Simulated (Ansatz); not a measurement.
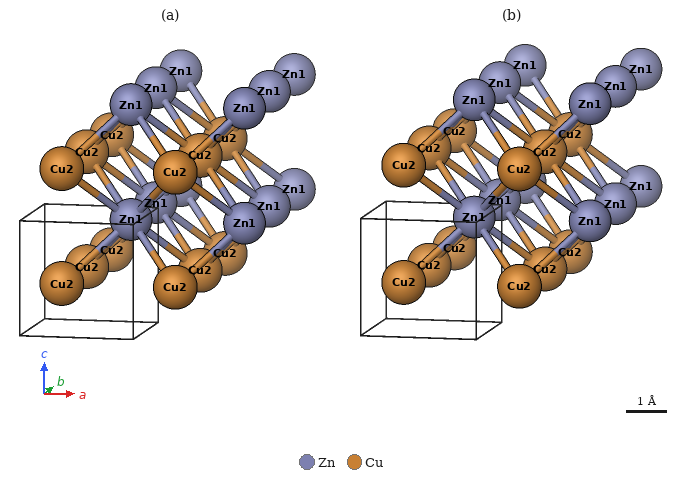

The structure of crystalline ZnCu (set up in Pm-3m) (coarse preliminary run) before (left) and after (right) a relaxation, at one scale.

Style: ball-and-stick. Shown: the cell of the calculation, repeated 2 × 3 × 2 with one cell outlined, slightly off an axis.

Case: input drawn at random.

Method: DFT BLYP, scalar-relativistic, plane waves, PAW in Ansatz.

The input:
```yaml
crystal:
  lattice:
    - [2.92055392, 0.0, 0.0]
    - [0.0, 2.92055392, 0.0]
    - [0.0, 0.0, 2.92055392]
  atoms:
    - { symbol: Zn, position: [0.767, 0.977, 0.893] }
    - { symbol: Cu, position: [0.267, 0.477, 0.393] }
basis:
  ecutwfc: 420
kpoints:
  mp_grid: { grid: [6, 6, 6] }
hamiltonian:
  xc: blyp
scf:
  occupations: { method: tetrahedron_uncorrected }
  max_iter: 95
output:
  forces: true
  stress: true
  eigenvalues: true
relax:
  adjacent_minimum: "off"
  max_steps: 2
  f_tol: 0.001
  cell: {}
```

Launched with:
```bash
ansatz run input.yaml --threads 1 --pin off --max-ram 1331MiB --backend cpu --events-out ev --progress --plain --runs-dir out
```

### Describe what moved and what it gained.

The relaxation stopped without meeting its thresholds, so the last structure isn't shown to be converged. It used up its limit of 2 steps. After 1 geometry step the energy has fallen by 46.4 meV per atom. All forces vanish by symmetry, so only the cell relaxes. The pressure goes from 14.05 to 5.72 GPa. No atom moves by more than 0.005 Å relative to the cell. The volume changes by +6.2 %, with a = b = c 2.921 → 2.980 Å (+2.0 %). Near-neighbour distances that change, for instance: Zn1–Cu2 2.529 → 2.581 Å. The space group stays Pm-3m (No. 221). The run took of the order of 5 core-seconds on a shared host.
